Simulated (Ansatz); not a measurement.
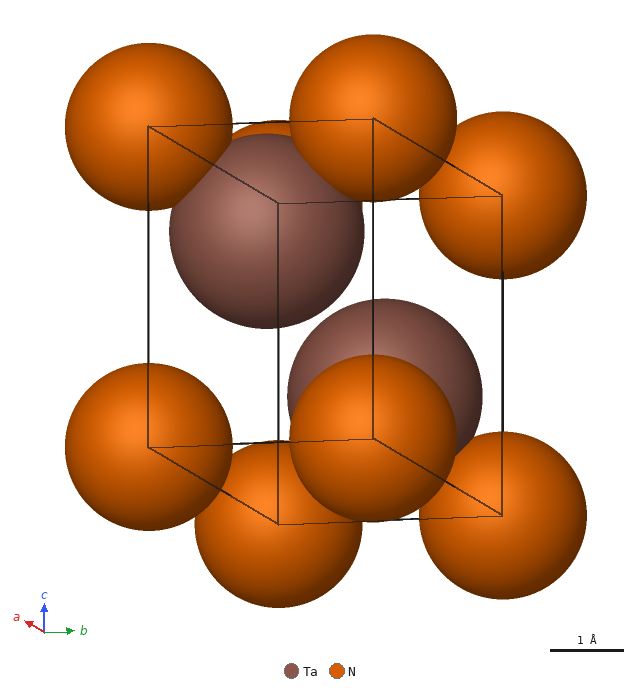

This space-filling model is shown from a general direction. The box is the conventional unit cell; atoms on or close to its faces, edges and corners are drawn wherever they repeat.

Formula: Ta$_{2}$N. It takes space group P3m1 (No. 156) on a primitive hexagonal lattice. The cell has 3 atoms, namely 2 Ta, 1 N.

The structure was taken from a structure listed in the Materials Project. The cell was then strained or its atoms displaced on purpose. A calculation with Ansatz used it as input.

At this level of theory the cell isn't at rest (forces up to 3.7 eV/Å), so its distances can differ from those at equilibrium, the more so the softer the solid.
